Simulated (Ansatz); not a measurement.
**Two runs on C4H6O**

System: C4H6O, SMILES C=CC(C)=O.
Method of run A: RKS LDA/def2-SVP (Ansatz 0.2.0).

Text and figures count atoms from 1; the logs count them from 0 in places.

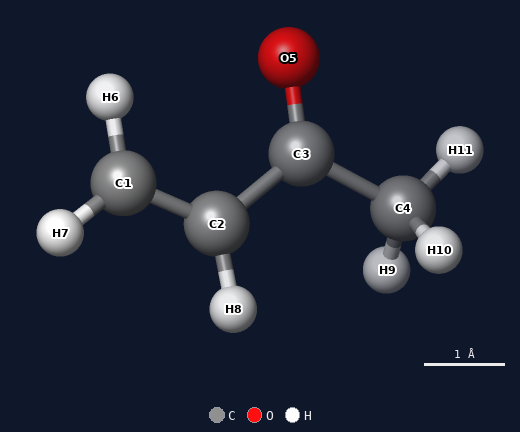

Figure 1. The starting structure (ball-and-stick view, seen at a tilt; atoms are numbered from 1 in the order of the input). Bond lengths as drawn: C–C 1.35 to 1.52 Å, C–H 1.10 to 1.11 Å and C–O 1.22 Å.

### The input, run A
```yaml
crystal:
  periodic: [false, false, false]
  atoms:
    - { symbol: C, position_ang: [1.96265821, 0.46485705, 0.18836821] }
    - { symbol: C, position_ang: [0.83420848, 0.42859567, -0.54555112] }
    - { symbol: C, position_ang: [-0.44038518, -0.1257452, 0.02420846] }
    - { symbol: C, position_ang: [-1.64562708, -0.10801869, -0.89700806] }
    - { symbol: O, position_ang: [-0.49861684, -0.56485691, 1.16630244] }
    - { symbol: H, position_ang: [1.94062758, 0.07953641, 1.22170985] }
    - { symbol: H, position_ang: [2.90819041, 0.86614333, -0.20669794] }
    - { symbol: H, position_ang: [0.81681503, 0.80500736, -1.58279764] }
    - { symbol: H, position_ang: [-1.43353308, -0.68788059, -1.82038164] }
    - { symbol: H, position_ang: [-1.86655537, 0.93077506, -1.2224149] }
    - { symbol: H, position_ang: [-2.52434215, -0.5339835, -0.38053766] }
basis:
  gaussian: { orbitals: def2-SVP }
hamiltonian:
  xc: lda
relax:
  f_tol: 0.002
  max_steps: 150
```

Command:
```bash
ansatz run input.yaml --threads 4 --pin off --max-ram 10240MiB --backend cpu --events-out ev --progress --plain --runs-dir out
```

Hardware: 4 threads of Intel Xeon @ 2.50GHz (Skylake/Cascade Lake), 32 GiB of memory available, shared host.

### Output, shortened to warnings, some set-up lines, iterations and results (run A)
```
[...]
mean field evaluation 1: about -6222.4678 eV, gradient 6.6e1 eV
mean field evaluation 2: about -6211.1810 eV, gradient 9.6e1 eV
mean field evaluation 4: about -6232.9805 eV, gradient 5.0e0 eV
mean field evaluation 8: about -6233.0366 eV, gradient 2.8e-1 eV
mean field evaluation 16: about -6232.9805 eV, gradient 1.9e-4 eV
[... 5 lines ...]
relax step   5: F+E_penalty+E_count = -6233.00121930 eV  Δ(F+E_penalty+E_count) = -8.550e-5 eV  max|allowed force component| = 3.189e-2 eV/Å  Δτ_max = 0.0078 Å  (33 SCF …
relax step   6: F+E_penalty+E_count = -6233.00124873 eV  Δ(F+E_penalty+E_count) = -2.942e-5 eV  max|allowed force component| = 1.293e-2 eV/Å  Δτ_max = 0.0023 Å  (24 SCF …
relax step   7: F+E_penalty+E_count = -6233.00125203 eV  Δ(F+E_penalty+E_count) = -3.306e-6 eV  max|allowed force component| = 3.558e-3 eV/Å  Δτ_max = 0.0005 Å  (22 SCF …
relax step   8: F+E_penalty+E_count = -6233.00125267 eV  Δ(F+E_penalty+E_count) = -6.349e-7 eV  max|allowed force component| = 1.000e-3 eV/Å  Δτ_max = 0.0004 Å  (19 SCF …
mean field evaluation 64: about -6233.0013 eV, gradient 5.0e-5 eV
mean field -6233.00125267 eV, -229.0585711556 hartree, gradient 5.0e-5 eV, S^2 0.000000; 1 other end points of the search recorded, 0 dependent functions left out
the calculation of the forces begins
reference -6233.00128088 eV, -229.0585721922 hartree; 19, 19 occupied and 81, 81 virtual orbitals, 1123 factors
Total energy: -6233.00128088 eV, -229.0585721922 hartree
Atom 0 at     1.938864     0.459669     0.182135 Å, force    -0.000364    -0.000068    -0.000411 eV/Å
Atom 1 at     0.827011     0.433965    -0.561360 Å, force     0.000543     0.000440     0.000003 eV/Å
Atom 2 at    -0.428924    -0.117039     0.013843 Å, force     0.000366    -0.001000     0.000813 eV/Å
Atom 3 at    -1.626283    -0.108253    -0.883709 Å, force    -0.000052     0.000163    -0.000402 eV/Å
Atom 4 at    -0.469864    -0.548335     1.151324 Å, force    -0.000134     0.000660    -0.000652 eV/Å
Atom 5 at     1.873611     0.061533     1.213463 Å, force    -0.000100    -0.000077     0.000191 eV/Å
Atom 6 at     2.898320     0.855845    -0.189873 Å, force     0.000207    -0.000081     0.000116 eV/Å
Atom 7 at     0.809062     0.812675    -1.600860 Å, force    -0.000373     0.000024     0.000020 eV/Å
Atom 8 at    -1.416534    -0.688479    -1.810021 Å, force     0.000050     0.000092     0.000179 eV/Å
Atom 9 at    -1.852109     0.930516    -1.213327 Å, force    -0.000071    -0.000097     0.000104 eV/Å
Atom 10 at    -2.499715    -0.537669    -0.356414 Å, force    -0.000072    -0.000055     0.000038 eV/Å
Dipole moment:     0.094889     0.206569    -0.489937 e Å
```

For run B the input was changed thus:
```diff
-  xc: lda
+  xc: pbe
+  dispersion: d4
```

What does this change do to the results?

The total energies belong to different models, so their difference says nothing on which is more stable or more accurate. The functional changes from LDA to PBE.

### Output, shortened to warnings, some set-up lines, iterations and results (run B)
```
[...]
mean field evaluation 1: about -6270.0312 eV, gradient 6.3e1 eV
mean field evaluation 2: about -6259.0693 eV, gradient 9.4e1 eV
mean field evaluation 4: about -6279.7165 eV, gradient 3.9e0 eV
mean field evaluation 8: about -6279.7527 eV, gradient 2.5e-1 eV
mean field evaluation 16: about -6279.6950 eV, gradient 3.2e-4 eV
relax step   1: F+E_penalty+E_count = -6279.88537185 eV  Δ(F+E_penalty+E_count) = +0.000e0 eV  max|allowed force component| = 3.940e-3 eV/Å  Δτ_max = 0.0000 Å  (28 SCF iters, …
relax step   2: F+E_penalty+E_count = -6279.88537459 eV  Δ(F+E_penalty+E_count) = -2.739e-6 eV  max|allowed force component| = 5.343e-3 eV/Å  Δτ_max = 0.0013 Å  (22 SCF …
relax step   3: F+E_penalty+E_count = -6279.88537652 eV  Δ(F+E_penalty+E_count) = -1.934e-6 eV  max|allowed force component| = 2.531e-3 eV/Å  Δτ_max = 0.0008 Å  (20 SCF …
mean field evaluation 32: about -6279.6950 eV, gradient 9.1e-5 eV
relax step   4: F+E_penalty+E_count = -6279.88537738 eV  Δ(F+E_penalty+E_count) = -8.620e-7 eV  max|allowed force component| = 2.431e-3 eV/Å  Δτ_max = 0.0008 Å  (22 SCF …
relax step   5: F+E_penalty+E_count = -6279.88537775 eV  Δ(F+E_penalty+E_count) = -3.668e-7 eV  max|allowed force component| = 1.211e-3 eV/Å  Δτ_max = 0.0007 Å  (19 SCF …
1123 factors; their error is unknown
mean field -6279.69501209 eV, -230.7745351643 hartree, gradient 7.3e-5 eV, S^2 0.000000; 1 other end points of the search recorded, 0 dependent functions left out
the calculation of the forces begins
reference -6279.69504274 eV, -230.7745362904 hartree; 19, 19 occupied and 81, 81 virtual orbitals, 1123 factors
Total energy: -6279.88540839 eV, -230.7815320992 hartree
Atom 0 at     1.962708     0.463856     0.187962 Å, force     0.000568     0.001211    -0.000208 eV/Å
Atom 1 at     0.834040     0.430106    -0.545614 Å, force    -0.000360    -0.000411     0.000334 eV/Å
Atom 2 at    -0.440498    -0.124160     0.024649 Å, force    -0.000448     0.000256    -0.000630 eV/Å
Atom 3 at    -1.645495    -0.108507    -0.897022 Å, force     0.000514    -0.000344     0.000180 eV/Å
Atom 4 at    -0.498694    -0.562038     1.167221 Å, force    -0.000060     0.000256    -0.000123 eV/Å
Atom 5 at     1.939969     0.076821     1.220622 Å, force     0.000356    -0.000495     0.000105 eV/Å
Atom 6 at     2.908721     0.864737    -0.206491 Å, force    -0.000295    -0.000380     0.000145 eV/Å
Atom 7 at     0.816461     0.808003    -1.582349 Å, force    -0.000249    -0.000220     0.000241 eV/Å
Atom 8 at    -1.432211    -0.688733    -1.819862 Å, force    -0.000079    -0.000069    -0.000213 eV/Å
Atom 9 at    -1.867789     0.929681    -1.223387 Å, force     0.000058     0.000162     0.000171 eV/Å
Atom 10 at    -2.523771    -0.535335    -0.380529 Å, force    -0.000005     0.000033    -0.000002 eV/Å
Dipole moment:     0.113406     0.205262    -0.472755 e Å
```

### The two runs side by side

```csv
quantity,run A,run B
outcome,converged,converged
total energy (hartree),−229.058572,−230.781532
largest force (eV/Å),0.001,0.001
basis functions,100,100
wall time (shared host),5.9 s,5.3 s
```
